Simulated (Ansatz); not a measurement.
# How many bands does the GW gap of Ga2S3 (Imm2) need?, part 2 of 2

How do accuracy and time trade against each other in G0W0 on Ga2S3 (Imm2)?

Ansatz 0.2.0; G0W0 on LDA, plane waves, PAW; PAW set soft_1. Known limits of the many-body steps: not at the basis limit; no spin-orbit coupling.

So far. Step 2 (142 empty bands, screening to 69 eV): The gap on the mesh goes from 1.25 eV to 2.63 eV, a correction of +1.38 eV. Between the two edge states, bare exchange in place of the xc potential would open the gap by 7.38 eV, and correlation takes back 6.00 eV. Step 3 (402 empty bands, screening to 138 eV): Against the run with 6×6×6 mesh, 142 empty bands, screening to 69 eV, PAW set soft_1 files, the gap moves by +0.018 eV.

## (4) 866 empty bands, screening to 230 eV

Contents of input.yaml:

```yaml
crystal:
  lattice:
    - [-1.83633776, 5.57061928, 2.67305246]
    - [1.83633776, -5.57061928, 2.67305246]
    - [1.83633776, 5.57061928, -2.67305246]
  atoms:
    - { symbol: Ga, position: [0.16642079, 0.00736566, 0.15905513] }
    - { symbol: Ga, position: [0.84831053, 0.00736566, 0.84094487] }
    - { symbol: S, position: [0.90747666, 0.24172383, 0.66575283] }
    - { symbol: S, position: [0.575971, 0.24172383, 0.33424717] }
    - { symbol: S, position: [0.25182003, 0.25182003, 0.0] }
kpoints:
  mp_grid: { grid: [6, 6, 6] }
hamiltonian:
  xc: lda
  pseudopotentials: { kind: paw, azcp: { folder: soft_1 }, xc_functional: pbe }
scf:
  occupations: { method: fixed }
gw:
  n_empty_bands: 866
  ecut_chi: 230.0
  qp_bands: [v2, c2]
  qp_kpoints: band_edges
  screening: { model: contour_deformation }
```

Run with:

```console
$ ansatz run input.yaml --threads 2 --pin off --max-ram 73728MiB --backend cuda --events-out ev --progress --plain --runs-dir out --devices 1 --max-vram 13GiB
```

Numbers of over 12 decimals in the logs are rounded to 6 here.

The log of the run:

```text
GPUs: using 1 of 1 available (devices: 1).
[...]
GPU FFT provider: cuFFT
GPU libraries: cuBLAS 13.8.2, cuFFT 12.4.0, cuSOLVER 12.3.4
Crystal: 5 atoms, lattice volume = 109.376 Å³
Basis set: ecut = 420 eV, 2133 PW (Γ)
Bands: 27, of which v1, the nominal top of the filled ones, is band 22 counted from 1 (21 counted from 0)
Symmetry: 4 space group operations
[...]
k-points: 46 of 216 (time reversal used)
[...]
3    24      7.8377    -9.0993    -4.1807   -13.8682  0.7829     8.4304     8.4259  root
[...]
45    21      3.5472   -19.1457     1.7329   -16.6282  0.7571     2.7531     2.7626  root
    45    22      5.5068   -18.7659     2.0328   -15.8492  0.7430     4.6082     4.6229  root
    45    23      7.5065    -7.3513    -4.0777   -11.9036  0.7972     7.9839     7.9812  root
    45    24      7.7469   -10.6517    -4.4071   -15.6561  0.7742     8.3492     8.3443  root
[key lines of the parts left out:]
SCF converged after 9 iterations
Free energy (F): -10025.847367 eV
Fermi energy:    5.506787 eV
```

Wall time 12 min (1 × NVIDIA H100 80GB HBM3 (shared by 6 runs) with 2 threads of AMD EPYC 7R13 (Zen 3), shared host); peak memory 7.6 GiB.

Numbers from this step:

```yaml
bands_summed: 888
rpa_eps_infinity_on_this_mesh_eigenvalues: 5.777, 6.063, 6.362
plane_waves_in_the_screening_matrix: 855
g0w0_gap_on_the_mesh: 2.640 eV
k_of_the_valence_top: -0.5, -0.5, -0.5
k_of_the_conduction_bottom: 0, 0, 0
starting_gap_on_the_mesh: 1.250 eV
least_direct_g0w0_gap_on_the_computed_points: 2.757 eV
```

Against the run with 6×6×6 mesh, 402 empty bands, screening to 138 eV, PAW set soft_1 files, the gap moves by −0.010 eV.

## (5) Changing the k mesh: 4×4×4 mesh, 402 empty bands, screening to 138 eV, PAW set soft_1 files

A second mesh at equal bands and cutoff isolates the sampling error. Bands and cutoff differ from the step before, so it is read against an earlier run that matches them.

input.yaml: that of step 4 with these lines changed.

```diff
@@ -12,3 +12,3 @@
 kpoints:
-  mp_grid: { grid: [6, 6, 6] }
+  mp_grid: { grid: [4, 4, 4] }
 hamiltonian:
@@ -19,4 +19,4 @@
 gw:
-  n_empty_bands: 866
-  ecut_chi: 230.0
+  n_empty_bands: 402
+  ecut_chi: 138
   qp_bands: [v2, c2]
```

The log of the run:

```text
GPUs: using 1 of 1 available (devices: 1).
[...]
GPU FFT provider: cuFFT
GPU libraries: cuBLAS 13.8.2, cuFFT 12.4.0, cuSOLVER 12.3.4
Crystal: 5 atoms, lattice volume = 109.376 Å³
Basis set: ecut = 420 eV, 2133 PW (Γ)
Bands: 27, of which v1, the nominal top of the filled ones, is band 22 counted from 1 (21 counted from 0)
Symmetry: 4 space group operations
[...]
k-points: 18 of 64 (time reversal used)
[...]
2    24      7.8402    -9.0843    -4.0733   -13.8655  0.7808     8.5563     8.5481  root
[...]
17    21      3.5553   -19.2705     1.9994   -16.6294  0.7545     2.9062     2.9137  root
    17    22      5.5098   -18.8299     2.2489   -15.8507  0.7412     4.7683     4.7796  root
    17    23      7.5066    -7.2647    -4.0784   -11.8986  0.7931     8.0671     8.0622  root
    17    24      7.7481   -10.5675    -4.3258   -15.6530  0.7709     8.5180     8.5076  root
[key lines of the parts left out:]
SCF converged after 9 iterations
Free energy (F): -10025.817659 eV
Fermi energy:    5.509839 eV
```

It took 35 s on 1 × NVIDIA H100 80GB HBM3 (shared by 6 runs) with 2 threads; peak memory 1.8 GiB; 47 s of CPU time.

This step gave:

* bands summed: 424
* RPA ε∞ on this mesh (eigenvalues): 5.931, 6.170, 7.271
* plane waves in the screening matrix: 409
* G0W0 gap on the mesh: 2.640 eV
* k of the valence top: -0.5, -0.5, -0.5
* k of the conduction bottom: 0, 0, 0
* starting gap on the mesh: 1.249 eV
* least direct G0W0 gap on the computed points: 2.762 eV

Against the run with 6×6×6 mesh, 402 empty bands, screening to 138 eV, PAW set soft_1 files, the gap moves by −0.009 eV.

## (6) Side by side

Times are wall times on 1 × NVIDIA H100 80GB HBM3 (shared by 6 runs) with 2 threads of AMD EPYC 7R13 (Zen 3), shared host, good to a factor of about two.

```csv
mesh,files,frequency,bands summed,cutoff (eV),start (eV),G0W0 (eV),time,host memory (GiB)
6×6×6,PAW set soft_1,contour deformation,164,69,1.250,2.632,94 s,1.5
6×6×6,PAW set soft_1,contour deformation,424,138,1.250,2.650,3.3 min,3.0
6×6×6,PAW set soft_1,contour deformation,888,230,1.250,2.640,12 min,7.6
4×4×4,PAW set soft_1,contour deformation,424,138,1.249,2.640,35 s,1.8
```

The parts of the quasiparticle energy at the two band edges (eV; QP = start + Σx + Σc − Vxc):

```csv
run,edge,start,Σx,Σc,Vxc,Z,QP
164 bands,valence top,5.51,-18.77,2.51,-15.85,0.75,5.10
164 bands,conduction bottom,6.76,-10.34,-3.49,-14.81,0.79,7.73
424 bands,valence top,5.51,-18.77,2.18,-15.85,0.74,4.77
424 bands,conduction bottom,6.76,-10.34,-3.80,-14.81,0.79,7.42
888 bands,valence top,5.51,-18.77,2.03,-15.85,0.74,4.62
888 bands,conduction bottom,6.76,-10.34,-3.96,-14.81,0.79,7.26
```

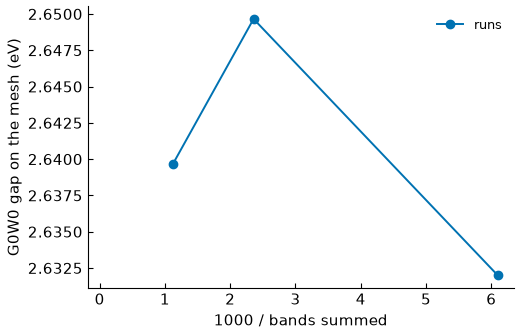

The gap against one over the number of bands.

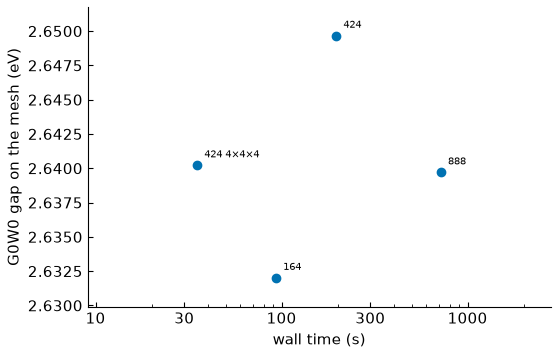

Result against wall time.

## (7) What came out

| Property | Result |
| --- | --- |
| 164 bands, 69 eV | 2.632 eV |
| 424 bands, 138 eV | 2.650 eV |
| 888 bands, 230 eV | 2.640 eV |
| mesh and start | 6×6×6, LDA |

**Reading.** From 164 to 888 bands the gap moves by +0.01 eV while the time grows 7.7-fold. Σc changes by −0.48 eV at the valence top and −0.47 eV at the conduction bottom, so the levels themselves move more than the gap between them. The gap turns back along the series, so no limit is drawn from it. On the 4×4×4 mesh in place of 6×6×6 the gap differs by −0.01 eV, of which −0.001 eV is already in the start. The many-body steps are scalar-relativistic: spin-orbit coupling is not in them.

[Paths, hosts, dates, memory and timing lines, banners, echoed tables and standing remarks are left out of the program output.]

[Logs are printed without paths, hosts, clocks, repeated set-up lines and the standing remarks that a program may print on its own settings, such as how far it seeks lower states.]

[Runs of the session that timed out or met a known fault of the program may be left out.]

[Cells called generated may have been cut or substituted from an entry of the Crystallography Open Database or the Materials Project.]

[Hosts, paths, dates, database ids (printed as entryN), source tags and the programs' standing remarks are cut or masked in the printed files.]
